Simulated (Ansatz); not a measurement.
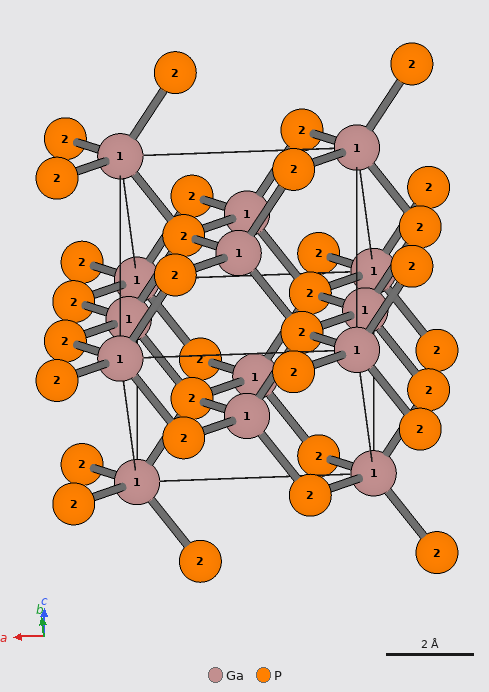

The starting point is a crystal of GaP (set up in F-43m). A ball-and-stick model of the conventional cell (4 times the calculation's cell), seen from a free direction. Lengths and directions refer to the drawn axes.

Level of theory: DFT PBE, scalar-relativistic, plane waves, PAW (Ansatz 0.2.0). (plane-wave cutoff 420 eV; k-point mesh 8 × 8 × 8; occupations gaussian; smearing width 0.02 eV; no spin polarisation)

Change: All lengths are scaled by +2.0 % (volume +6.0 %), the atoms keeping their fractional coordinates. No relaxation follows.

What is the effect?

Answer. Some distances before and after: Ga–P 2.384 → 2.431 Å. The space group stays F-43m (No. 216). It costs 15.9 meV per atom. Pressure: 0.0 GPa before, −3.9 GPa after. All forces vanish by symmetry.

The changed structure in the same view:

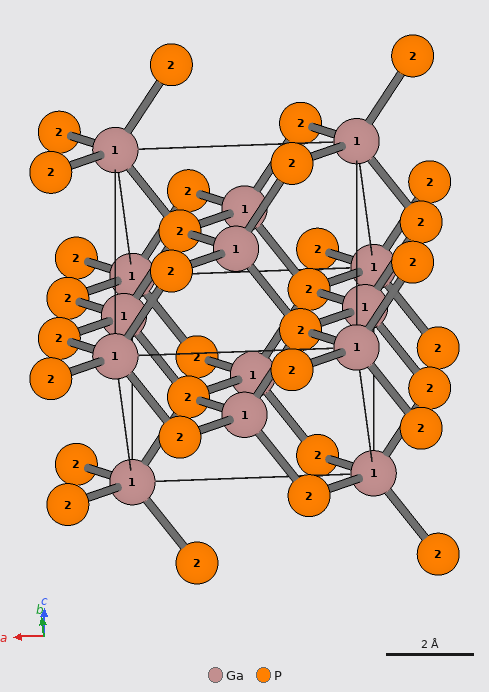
